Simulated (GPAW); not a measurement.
System: wurtzite GaN, space group P6_3mc, 4 atoms in the cell.

```xyz
4
Lattice="3.1800 0.0000 0.0000 -1.5900 2.7540 0.0000 0.0000 0.0000 5.1660" Properties=species:S:1:pos:R:3 pbc="T T T"
Ga    1.5900    0.9180    2.5830
Ga    0.0000    1.8360    0.0000
N     1.5900    0.9180    4.5203
N     0.0000    1.8360    1.9373
```

Method: PBEsol, PAW data sets generated in the run's folder for this functional, spin-orbit coupling, no magnetisation, 7×7×4 k mesh, 800 eV cutoff, Fermi-Dirac smearing of 0.05 eV (GPAW 26.7.0).

Predict the main features of the band structure. The path is Γ–M–K–Γ–A–L–H–A|L–M|K–H.

A semiconductor. The gap along this path is 2.03 eV and direct: both edges lie at Γ. The direct gaps are 4.88 eV at A, 7.81 eV at K and 6.32 eV at L.

Spin-orbit coupling was added after a scalar SCF, so levels and gaps hold it while energy, forces, pressure and moments don't. This program's spin-orbit splittings come out too wide for heavy elements. LDA, GGA and most meta-GGA functionals understate gaps. The cell is at 9 GPa in this functional. The potentials hold the d shell of Ga in the core, which widens gaps.

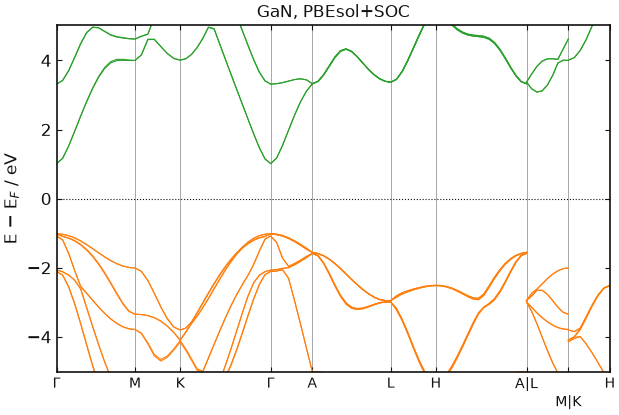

Band structure. Energies are counted from the Fermi level.
